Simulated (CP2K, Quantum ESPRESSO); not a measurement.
## BN(111) slab, H on both faces (200 atoms): runs against a plane-wave reference

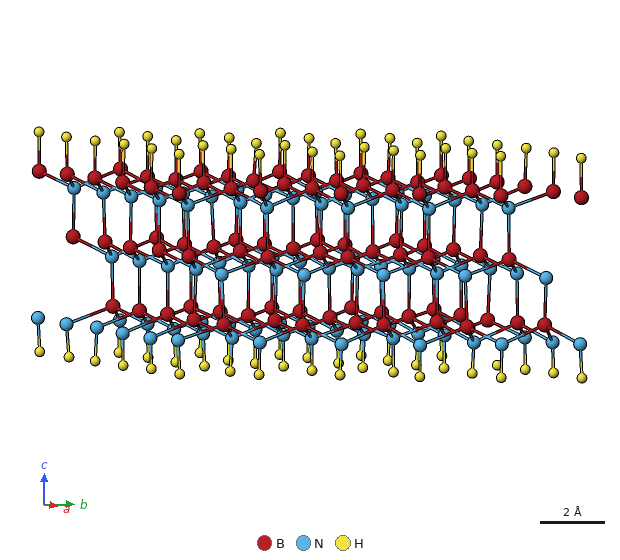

The cell (boron red, nitrogen blue, hydrogen yellow). Bonds to atoms that aren't drawn are left out. Some periodic images of atoms are drawn too.

The cell holds 200 atoms: 75 B, 75 N and 50 H. Its edges and angles: a = 12.784 Å, b = 12.784 Å, c = 18.907 Å, α = 90.0°, β = 90.0°, γ = 60.0°. It derives from BN (zinc-blende). Zinc-blende BN (a = 3.616 Å), (111) slab of 6 atomic planes, 5 x 5 surface cells, H on the broken bonds of both faces, 12 Å of vacuum; displaced by a Gaussian of 0.02 Å. Then every atom was moved at random, 0.02 Å r.m.s. a Cartesian component (hydrogen 0.6 of that). Regions: slab, 150 atoms (75 B and 75 N); hydrogen, 50 atoms (50 H). Vacuum lies along c.

Geometry: as built.

The reference, a calculation:

- method: Kohn-Sham DFT, PBE, SSSP efficiency 1.3.0 pseudopotentials, plane waves (Quantum ESPRESSO 7.5); sssp-pbe-1.3.0-efficiency, cutoffs 60/480 Ry, Γ point
- r.m.s. force component: 1.217 eV/Å
- longest force: 4.471 eV/Å
- time: 18 min on 8 MPI ranks of Arm Neoverse N1, shared host
- CPU time: 2.4 h

Runs, in no order:
A. CP2K r2SCAN, SCAN potentials, DZVP-UZH(SCAN), 600/50 Ry, diagonalisation: Kohn-Sham DFT, r2SCAN, GTH-SCAN pseudopotentials, Gaussian and plane waves, DZVP-MOLOPT (UZH set), diagonalisation
B. CP2K PBE, DZVP-MOLOPT (SR for B), 600/50 Ry, diagonalisation: Kohn-Sham DFT, PBE, GTH-PBE pseudopotentials, Gaussian and plane waves, DZVP-MOLOPT-GTH, diagonalisation
C. CP2K RPBE, PBE potentials, DZVP-MOLOPT-SR, 600/50 Ry, diagonalisation: Kohn-Sham DFT, RPBE, GTH-PBE pseudopotentials, Gaussian and plane waves, DZVP-MOLOPT-SR-GTH, diagonalisation
D. CP2K PBE, SZV-MOLOPT-SR, 600/50 Ry, diagonalisation: Kohn-Sham DFT, PBE, GTH-PBE pseudopotentials, Gaussian and plane waves, SZV-MOLOPT-SR-GTH, diagonalisation

**Question.** Rank the runs by how far their forces lie from the reference's, least first.

B, C, A, D.

```
                                                                        run  Δ force, r.m.s. (meV/Å)  share of r.m.s. force (%)  CPU time
            B. CP2K PBE, DZVP-MOLOPT (SR for B), 600/50 Ry, diagonalisation                      113                       9.28     2.1 h
   C. CP2K RPBE, PBE potentials, DZVP-MOLOPT-SR, 600/50 Ry, diagonalisation                      167                       13.7    54 min
A. CP2K r2SCAN, SCAN potentials, DZVP-UZH(SCAN), 600/50 Ry, diagonalisation                      314                       25.8    80 min
                     D. CP2K PBE, SZV-MOLOPT-SR, 600/50 Ry, diagonalisation                      753                       61.9    15 min
```

The electronic-structure runs sample only Γ, in a cell whose shortest periodic width is 11 Å, which is coarse for a cell with partly filled levels.

[Logs are printed without paths, hosts, clocks, repeated set-up lines and the standing remarks that a program may print on its own settings, such as how far it seeks lower states.]

[Hosts, paths, dates, database ids (printed as entryN), source tags and the programs' standing remarks are cut or masked in the printed files.]
